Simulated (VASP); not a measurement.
```xyz
1
Lattice="2.5425 0.0000 0.0000 -1.2712 2.2018 0.0000 0.0000 0.0000 2.3756" Properties=species:S:1:pos:R:3 pbc="T T T"
Cr    0.0000    0.0000    0.0000
```

Space group P6/mmm; a generated structure, not necessarily the stable one; computed pressure about −16 GPa in this cell; spin-polarised.

Level of theory: Kohn-Sham DFT of a periodic cell, r2SCAN, VASP PAW PBE potentials, recommended in VASP 6.6.1.

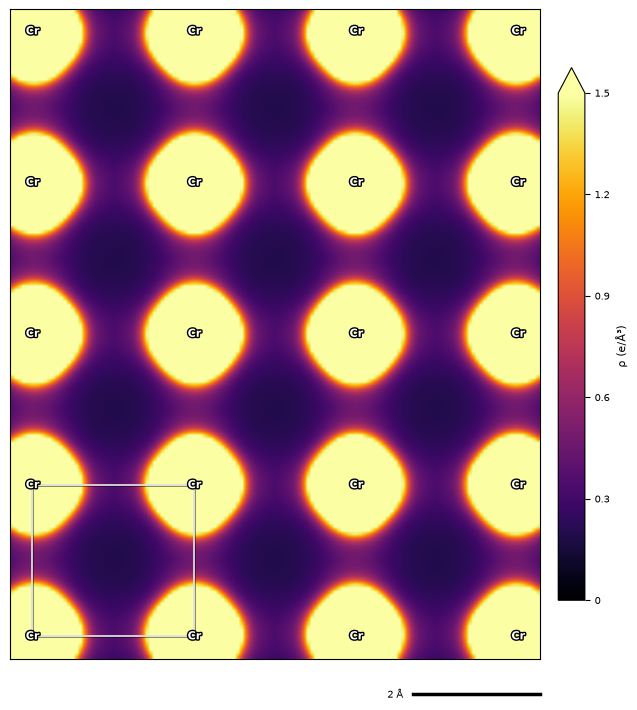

Cr. Valence pseudo-density on the (010) plane of the conventional cell.

In a PAW calculation such maps are meaningful between the atoms, not at the nuclei.

What does the map show?

- The plane passes through Cr nuclei.
- Cr–Cr (2.38 Å): ρ is about 0.47 e/Å³ halfway.
- Cr–Cr (2.54 Å): ρ is about 0.34 e/Å³ halfway.
- Between the atoms the lowest density in this plane is 0.2 e/Å³.
